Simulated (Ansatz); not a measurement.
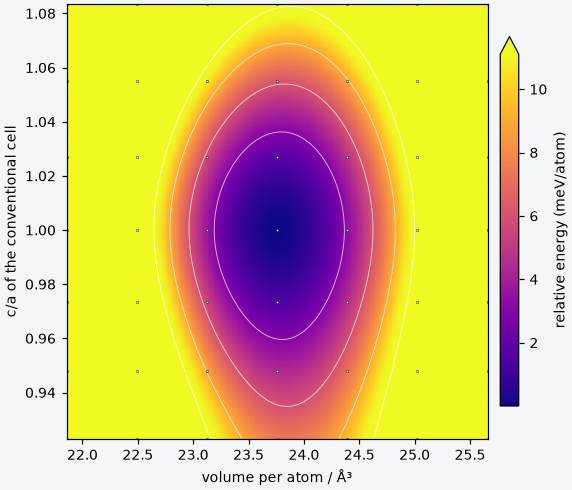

GaSb₃ (Fm-3m, No. 225; 4 atoms in the cell). 
- The energy is mapped over volume and the cell's shape.
- The first coordinate is: volume per atom; the second: c/a of the conventional cell.
- Nothing is relaxed (symmetry fixes all fractional coordinates).
- The grid has 7 × 7 points.
- Points are written as (first, second).
- All energies are given in meV/atom relative to the lowest grid point.
- The calculation used Ansatz, DFT LDA, scalar-relativistic, plane waves, PAW. Settings: cutoff 420 eV, k-mesh 10×10×10, gaussian smearing 0.15 eV, no spin polarisation.

In the figure: a smooth colour map with a few white contour lines, dots at the grid points, one colour for all values above the top of the scale. Between grid points the surface is interpolated.

Q: Where is the minimum, and how stiff is the well along each coordinate?

A: The interpolated minimum is at volume per atom ≈ 23.76 Å³, c/a of the conventional cell ≈ 1.000. The curvatures there are about 0.069 eV/(Å³)² and 21 eV, with a cross term of about 0 eV/Å³ (per cell of 4 atoms). Round the minimum the two coordinates are nearly uncoupled.

PAW datasets: the set soft_1.
